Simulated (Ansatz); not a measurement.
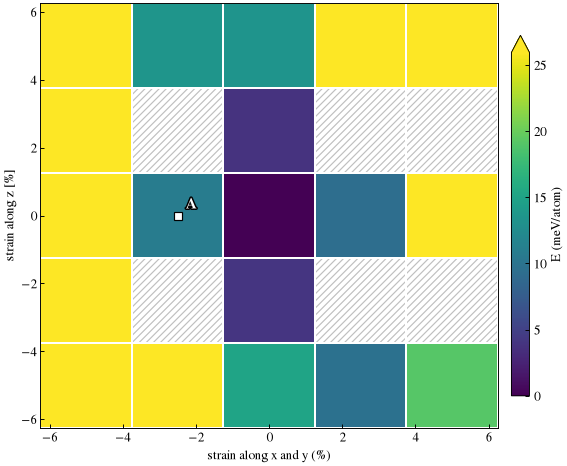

Zn (Fm-3m, No. 225; 1 atom in the cell). The cell is strained homogeneously, by one strain along x and y and another along z, with fractional coordinates fixed (x, y and z along the cube axes). First axis: strain along x and y. Second axis: strain along z. The scan uses a 5 × 5 grid. At 6 points there is no value. All energies are given in meV/atom relative to the lowest grid point. The reference cell is the one listed in the database, not relaxed at this level. Theory: DFT PBE, scalar-relativistic, plane waves, PAW in Ansatz 0.2.0. Settings: cutoff 420 eV, k-mesh 20×20×20, gaussian smearing 0.15 eV, no spin polarisation.

The picture shows one coloured cell a grid point, one colour for all values above the top of the scale, hatched blanks where no value was computed, the point A.

Which way does the force act at A, and how strong is it?

A, at strain along x and y = −2.5 %, strain along z = 0.0 %, is not a stationary point. The computed force is 9 meV/atom for each 1 % towards larger values of strain along x and y and 2.1 meV/atom for each 1 % towards larger values of strain along z.
